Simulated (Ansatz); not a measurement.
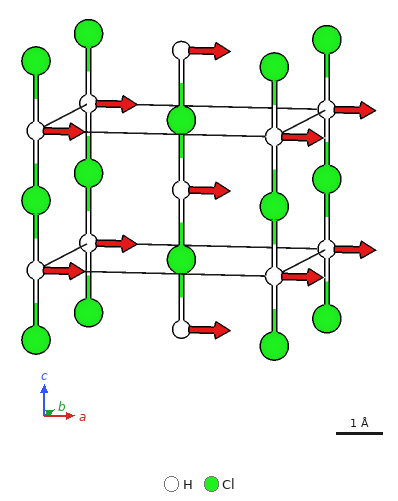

One vibrational mode of crystalline HCl at the zone centre. Displacements are drawn as red arrows; their common scale and sign are arbitrary. The picture is a ball-and-stick view of the conventional cell (2 times the calculation's cell), seen slightly off an axis. Lengths and directions refer to the drawn axes.

These are results of DFT PBEsol, scalar-relativistic, plane waves, PAW in Ansatz, not measurements. Set-up: plane-wave cutoff 420 eV; k-point mesh 8 × 8 × 8; occupations fixed; no spin polarisation.

Frequencies are those without the non-analytic (LO–TO) term.

Describe the mode and give its frequency.

Answer. This is the E_u mode (doubly degenerate; one member of the set is drawn) at 112.9i meV, the highest optical level, infrared-active by symmetry. The Cl atoms hardly move; the H sublattice moves as a whole against them, along a; the Cl–H bond lengths don't change to first order, so for these it is a bending, tilting or sliding motion; the kinetic energy is shared as H 97 %, Cl 3 %. The frequency is imaginary, so the structure is unstable against this distortion. Freezing in the drawn pattern lowers the space group from I4/mmm to Imm2 (No. 44).
